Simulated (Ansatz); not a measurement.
# Geometry relaxation of C48NO (part 4 of 7)

The same run, continued: C48NO (slab, 50 atoms in the cell); DFT PBE+D3(BJ), scalar-relativistic, plane waves, PAW, spin-polarised (Ansatz 0.2.0); cutoff 420 eV, 3×2×1 k-mesh, Gaussian smearing of 0.05 eV, collinear spins. The structure derives from an entry of the Crystallography Open Database. The input holds or restrains some coordinates. Forces given for the steps count only the free coordinates. It belongs to a series of runs on one base structure; here: 1 NO a cell, flat, over a bridge C-C site.

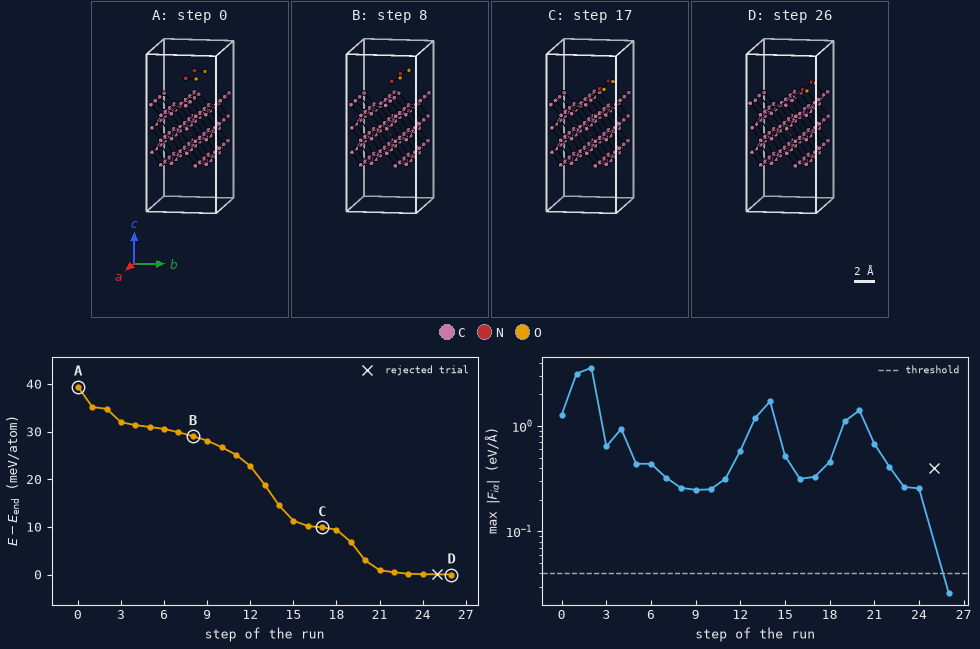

*Frames of the restrained relaxation (ball-and-stick view of the 2 × 1 repeat of the cell, with the vacuum cut short (origin shifted), seen slightly off an axis) above the curves, on which the letters mark them (the first geometry is step 0 here and step 1 in the log).*

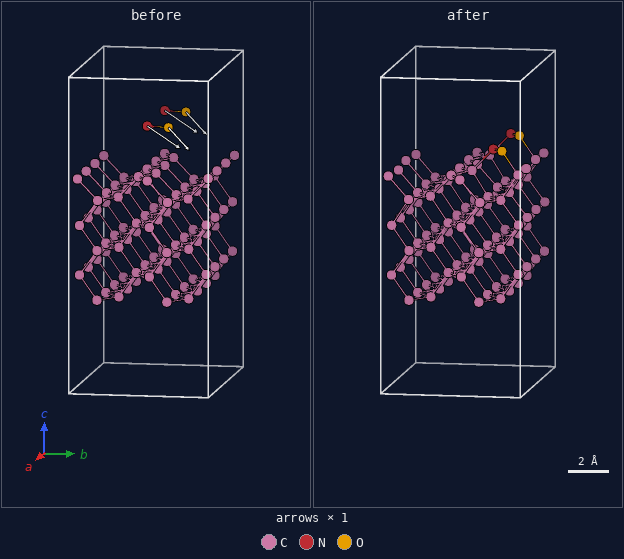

*Before (left) and after (right) the restrained relaxation, at one scale (ball-and-stick view of the 2 × 1 repeat of the cell, with the vacuum cut short (origin shifted), seen slightly off an axis). The white arrows give the displacements, at true length.*

The atom that moves furthest is N49 (2.18 Å). Largest moves by element: N 2.18 Å, O 1.61 Å, C 0.24 Å. The cell stays as it was. Among the contacts that change: C44–O50 3.262 → 1.444 Å, C45–N49 2.581 → 1.522 Å, N49–O50 1.160 → 1.405 Å, C43–C45 1.430 → 1.538 Å. New bonds form: C44–O50 (3.26 → 1.44 Å), C45–N49 (2.58 → 1.52 Å). Among the angles that change: C42–C46–C44 123.2° → 112.1°, C32–C36–C45 100.5° → 110.1°, C27–C38–C42 100.5° → 108.8°. The energy falls by 39.5 meV per atom in 26 geometry steps. The largest force component goes from 1.3 to 0.026 eV/Å. The line search rejected the trial step at point 25 (counted from 0) and went back. (Atoms are counted from 1 in the order of the input.)

```
SCF converged after 8 iterations
Stability not checked: this state was not tested for a lower state beside it, because the mixer in use, unlike msr1, does not test its closes by its own steps (another_mixer; see scf.mixing.algorithm and scf.lower_state_search)
Magnetization: 2.9998 μB (102.9999 up, 100.0001 down)
Absolute magnetization: 9.0282 μB (∫|ρ↑−ρ↓|, with the PAW one-centre terms)
Spin contamination: 2.4791 ħ² per cell (⟨S²⟩ above its minimum at these occupations)
Per-site moments (μB) at R_I (Å): [(-0.27552095917832287, 0.6353233866952452), (-0.278700737673937, 0.6353233866952454), (-0.2735754260076196, 0.635323386695245), (-0.27462684666024356, 0.635323386695245), (0.2816305675281255, 0.6353233866952452), (0.2793597076246987, 0.6353233866952454), (0.2819214127324635, 0.635323386695245), (0.27866686795427675, 0.635323386695245), (-0.03089906014858096, 0.6353233866952454), (-0.03212317730959519, 0.6353233866952454), (-0.031109156749763483, 0.6353233866952451), (-0.03198565596353181, 0.635323386695245), (0.0331245354228691, 0.6353233866952451), (0.03470356869819239, 0.635323386695245), (0.033278886153248435, 0.6353233866952454), (0.034575692401448845, 0.6353233866952454), (-0.01610222466608267, 0.6343199851053174), (-0.01544753688457797, 0.6312574820943055), (-0.01915366119408419, 0.6353233866952454), (-0.014966498410037025, 0.6353233866952452), (0.022537714510592048, 0.635323386695245), (0.02302563223301719, 0.635323386695245), (0.022228790273688938, 0.6353233866952454), (0.023381747243421742, 0.6348774652922328), (0.0019780283409468937, 0.6301395990809501), (0.0184499496017957, 0.6337554170550634), (-0.0007352442981926163, 0.6331003493002615), (0.02210315606289404, 0.6342562005089395), (0.0215368754845144, 0.6326613065591746), (-0.001439820515449292, 0.6337554170550634), (0.023735166932682867, 0.6312574820943055), (0.002926255833816292, 0.6266826310437759), (-0.001917956006723186, 0.6342516324892625), (0.02180950530895133, 0.6232793730960703), (-0.007714290386766846, 0.6114755409747419), (0.05115852922826958, 0.6264371011884762), (0.0022847765352857177, 0.6193635892730405), (0.05479059022763378, 0.6255626345687803), (0.002309045560510695, 0.6261234297580733), (0.05626314479479226, 0.6232793730960703), (0.22568841773101356, 0.587754529310237), (-0.02863963894039002, 0.5961958143077846), (0.1943469359274989, 0.5829073757130114), (0.00013211384843577959, 0.5956769056803317), (-0.006905769466383539, 0.6228385983312242), (0.27918221127849724, 0.5961958143077846), (-0.08200386391215343, 0.5829073757130114), (0.32499887531772403, 0.6185671359320469), (0.07510694145563539, 0.5797490231914122), (0.01231391099450574, 0.5797490231914122)]
Free energy (F): -12970.379952 eV
Harris-Foulkes:  -12970.379952 eV  (|F-HF|=8.87e-9)
Internal energy: -12970.379931 eV  (E = F + TS)
E sigma→0 (E₀):  -12970.379941 eV
Entropy (-TS):   -0.000021 eV (-0.000 meV/atom)
Fermi energy:    0.663546 eV
Dipole field:    D = -0.025241 V/Å  (p = -0.121230 e·Å, saw-weighted, corrected)
Work function:   Φ+ = 5.9941 eV   Φ− = 5.3810 eV
Levels:          The Fermi level and band energies are counted from a zero that moves with the ramp; work functions are not
--- Per-component energies (eV) ---
  E_band       = -1745.008964
  E_kinetic    = 4674.516986
  E_local      = -192857.104170  (includes V_loc(G=0)·N_el)
  E_nonlocal   = 1378.268782
  E_hartree    = 94236.742694
  E_xc         = -2448.684669
  E_vxc        = -3040.950804  (∫ρ·V_xc dr)
  E_paw        = -5042.733619  (= ΣΔE_a)
  E_vpaw       = -368.446462  (= ΣTr[D̂ρ^β])
  E_aug_tail   = 0.002851  (compensation charges beyond the density's cutoff)
  E_efield     = 0.001530  (sawtooth field / dipole correction)
  E_vefield    = -4.788419  (∫n·V_field dr)
  E_ewald      = 87096.349791
  E_disp       = -7.740106  (pairwise vdW)
  E_smearing   = -0.000021  (= −TS)
  E_closure    = -0.000000  (closes the sum)
  Σ components = -12970.379952   (vs F -12970.379952, Δ=0.00e0)
--- Forces (eV/Å), atoms counted from 1 ---
  atom   1  C      0.00254749     4.01757400     0.95932921
  atom   2  C      0.01106164     4.03917025     0.94727948
  atom   3  C      0.00046254     4.01331056     0.96624714
  atom   4  C      0.01446169     4.02780866     0.92218622
  atom   5  C      0.00602616    -4.03474098     0.94323219
  atom   6  C     -0.00252851    -4.03221890     0.92362594
  atom   7  C     -0.00728635    -4.03188714     0.95398844
  atom   8  C     -0.02287202    -4.03785914     0.92669649
  atom   9  C      0.00689237     0.97188172    -0.92358089
  atom  10  C     -0.00589898     0.88650951    -1.03563444
  atom  11  C     -0.00570210     0.98006548    -0.91725133
  atom  12  C      0.00705818     0.89191846    -1.00880634
  atom  13  C     -0.00292876    -0.85115575    -1.10019336
  atom  14  C     -0.00230082    -0.96292198    -1.03417150
  atom  15  C      0.00179050    -0.93791863    -1.02551989
  atom  16  C     -0.00003008    -0.99462517    -0.94321007
  atom  17  C      0.01518548     0.18401916    -0.23067328
  atom  18  C      0.01370119     0.53749959     0.03966378
  atom  19  C     -0.01062156     0.30634756     0.21840031
  atom  20  C     -0.01726852     0.55585428     0.23294532
  atom  21  C      0.05679266    -0.27572714    -0.04021338
  atom  22  C      0.09467677    -0.49035670     0.19168231
  atom  23  C     -0.06165465    -0.28760180    -0.08781576
  atom  24  C     -0.09032636    -0.47507981     0.11755364
  atom  25  C     -0.00056989     0.00170629    -0.00150455
  atom  26  C      0.00080658     0.00045827    -0.00246454
  atom  27  C      0.00198895     0.00128476     0.00117828
  atom  28  C      0.00132910    -0.00098282    -0.00101531
  atom  29  C     -0.00431804     0.00337540     0.00355632
  atom  30  C     -0.00231336    -0.00349356    -0.00527615
  atom  31  C      0.00169615     0.00292245     0.00574932
  atom  32  C      0.00399171    -0.00472822     0.00881111
  atom  33  C      0.00082538     0.00150279    -0.00456082
  atom  34  C     -0.00017858     0.00249313     0.00524205
  atom  35  C     -0.00546049    -0.00168995    -0.00739270
  atom  36  C      0.00605389    -0.01582145    -0.00422743
  atom  37  C      0.00606148    -0.00042165     0.01369143
  atom  38  C      0.00350001    -0.00015044     0.00446790
  atom  39  C      0.00329554     0.00321606     0.00843288
  atom  40  C     -0.00724554    -0.00145809     0.00082687
  atom  41  C      0.01074255    -0.01468454    -0.00813456
  atom  42  C      0.00501392    -0.00366692     0.00950903
  atom  43  C     -0.00617124    -0.00877703    -0.00721111
  atom  44  C      0.00567813     0.01357002    -0.00813338
  atom  45  C     -0.00898214     0.01800451     0.00838734
  atom  46  C     -0.00079674     0.01261768    -0.00236527
  atom  47  C     -0.00502395     0.00777572    -0.00191283
  atom  48  C      0.00152167     0.00603883     0.00719555
  atom  49  N     -0.00335227    -0.00892483    -0.02591349
  atom  50  O     -0.00934891    -0.01017433     0.00736641
  max |Σ_I F_I| component: 1.42e-4 eV/Å
--- Band table (eV; the first three rows and the last of 8) ---
  k-point 0 ↑: bands = ["-22.6947", "-21.1942", "-19.7905", "-19.0589", "-18.9042", "-17.8627", "-17.6960", "-17.5693", "-16.8726", "-16.7717", "-16.4007", "-15.8003", "-15.6545", "-15.4925", "-15.4359", "-15.4246", "-15.1344", "-14.6420", "-14.2703", "-14.0320", "-13.4520", "-13.2828", "-13.2461", "-13.1484", "-13.0970", "-12.7080", "-12.5899", "-12.4860", "-12.2623", "-12.1943", "-12.1835", "-11.8652", "-11.6524", "-11.2157", "-11.1675", "-11.0565", "-10.9853", "-10.6775", "-9.2914", "-9.2527", "-9.1727", "-9.0258", "-8.7772", "-8.7359", "-8.7124", "-8.6589", "-8.3522", "-7.8176", "-7.8098", "-7.6509", "-7.5137", "-7.4536", "-7.4028", "-7.1294", "-6.9133", "-6.8778", "-6.5189", "-6.4578", "-6.4001", "-6.3196", "-6.2397", "-5.9596", "-5.8138", "-5.7122", "-5.6453", "-5.4784", "-5.3141", "-5.2572", "-5.1991", "-4.9800", "-4.8445", "-4.6349", "-4.5812", "-4.3510", "-4.2576", "-4.0925", "-4.0267", "-3.7766", "-3.7033", "-3.6642", "-3.5171", "-3.4698", "-3.4312", "-3.4019", "-3.2199", "-3.1546", "-3.1264", "-3.0770", "-2.6418", "-2.3093", "-2.2411", "-1.9426", "-1.1154", "-0.9308", "-0.8307", "-0.6725", "-0.6263", "-0.4774", "-0.4458", "-0.2656", "-0.0706", "0.0941", "0.3434", "1.0469", "1.0629", "1.4718", "1.9346", "2.5184", "2.9265", "4.9700", "5.3340", "5.4407", "5.4792", "5.5094", "5.6085", "5.7532", "5.8362", "6.0589", "6.1164", "6.1280", "6.3674", "6.5744", "6.7372", "6.8663", "7.1344", "7.2648", "7.5381", "7.5554", "7.6672", "7.7005", "7.7255", "7.8636", "8.0201", "8.1789", "8.2837", "8.3493", "8.4081", "8.4652", "8.5045", "8.6251", "8.7251", "8.8256", "8.9360", "9.0565", "9.0635", "9.0699", "9.1273", "9.1673", "9.2287", "9.2684", "9.3046", "9.3406"]
  k-point 1 ↑: bands = ["-22.6863", "-20.6792", "-20.6087", "-19.2921", "-19.2566", "-17.3506", "-17.2234", "-16.5981", "-16.3637", "-16.2960", "-16.2266", "-16.2063", "-16.1762", "-15.8438", "-15.2881", "-15.2070", "-15.0235", "-14.9816", "-14.9483", "-14.8735", "-14.8439", "-14.0440", "-13.1218", "-13.0999", "-13.0729", "-12.5169", "-11.7640", "-11.5464", "-11.4880", "-11.4619", "-11.4256", "-11.4112", "-11.2394", "-11.1756", "-11.0788", "-10.9753", "-10.9028", "-10.6594", "-10.5371", "-10.4916", "-10.3850", "-10.3332", "-9.2902", "-8.9034", "-8.8127", "-8.6915", "-7.6801", "-7.5698", "-7.5263", "-7.3206", "-7.2775", "-7.0054", "-6.8747", "-6.8608", "-6.8206", "-6.7113", "-6.5702", "-6.3325", "-6.2353", "-5.9700", "-5.8568", "-5.7385", "-5.5944", "-5.5355", "-5.4715", "-5.3745", "-5.1784", "-5.1323", "-5.1119", "-5.0534", "-5.0213", "-5.0012", "-4.9465", "-4.7904", "-4.6946", "-4.4724", "-4.3978", "-4.2875", "-4.2087", "-4.0611", "-3.7718", "-3.6012", "-3.5108", "-3.3585", "-3.0622", "-2.6199", "-2.5283", "-2.4785", "-2.3945", "-2.0550", "-2.0178", "-1.8360", "-1.4411", "-1.4325", "-0.8357", "-0.7273", "-0.6568", "-0.5517", "-0.4098", "-0.2750", "-0.0694", "0.0782", "0.4211", "1.2848", "1.2927", "1.5947", "1.6570", "1.8761", "2.7814", "4.9965", "5.1513", "5.7412", "6.1264", "6.2473", "6.2699", "6.3683", "6.3963", "6.4536", "6.4936", "6.5316", "6.5855", "6.6194", "6.7579", "6.7924", "6.9038", "6.9583", "7.0674", "7.1031", "7.4139", "7.4321", "7.4617", "7.7130", "7.7706", "7.7958", "7.8528", "7.8934", "7.9864", "8.0109", "8.0866", "8.1913", "8.2658", "8.3351", "8.4082", "8.5257", "8.5684", "8.6608", "8.7335", "8.9079", "9.0464", "9.1672", "9.2008", "9.2953"]
  k-point 2 ↑: bands = ["-22.6586", "-20.7053", "-19.3448", "-19.1988", "-18.5699", "-18.4166", "-17.9136", "-17.4208", "-17.2263", "-17.1612", "-17.0638", "-16.9653", "-16.2106", "-15.8642", "-15.7576", "-15.6675", "-15.2223", "-14.8221", "-14.5342", "-14.0367", "-13.8243", "-13.6553", "-13.0672", "-12.7106", "-12.4404", "-12.3513", "-12.2492", "-11.4827", "-11.4035", "-11.2328", "-11.0473", "-10.9130", "-10.8935", "-10.7540", "-10.5470", "-10.5061", "-10.2443", "-10.0103", "-9.4694", "-9.2283", "-9.0854", "-8.8430", "-8.5859", "-8.3657", "-8.2998", "-8.2654", "-8.1598", "-7.9623", "-7.9007", "-7.7796", "-7.6209", "-7.2210", "-7.1867", "-7.1372", "-7.0246", "-6.9812", "-6.8856", "-6.8063", "-6.6474", "-6.3570", "-6.3140", "-6.1535", "-6.0865", "-5.8731", "-5.7914", "-5.7430", "-5.5997", "-5.5269", "-5.4021", "-5.3223", "-5.2104", "-5.1546", "-5.1012", "-4.9384", "-4.8824", "-4.7677", "-4.6065", "-4.4234", "-4.2826", "-4.0106", "-3.9765", "-3.7694", "-3.5849", "-3.4217", "-3.3826", "-3.3244", "-3.2545", "-3.1812", "-3.0521", "-2.9669", "-2.9037", "-2.7369", "-2.3579", "-1.7063", "-1.3462", "-1.1103", "-0.9717", "-0.6893", "-0.4005", "-0.3653", "-0.2916", "0.0178", "0.5399", "1.2440", "1.4346", "1.8930", "2.1384", "2.4979", "2.9433", "4.8884", "5.2534", "5.4044", "5.9974", "6.0707", "6.1877", "6.6763", "6.9793", "7.1540", "7.2742", "7.3470", "7.4462", "7.4953", "7.6182", "7.7388", "7.8410", "7.9354", "8.0353", "8.1097", "8.1430", "8.1903", "8.2688", "8.3237", "8.4588", "8.5398", "8.5900", "8.6210", "8.6811", "8.7478", "8.8059", "8.8657", "8.9909", "9.0301", "9.1174", "9.1531", "9.1997", "9.2507", "9.2574", "9.3701", "9.3985", "9.4729", "9.5222", "9.5804"]
```
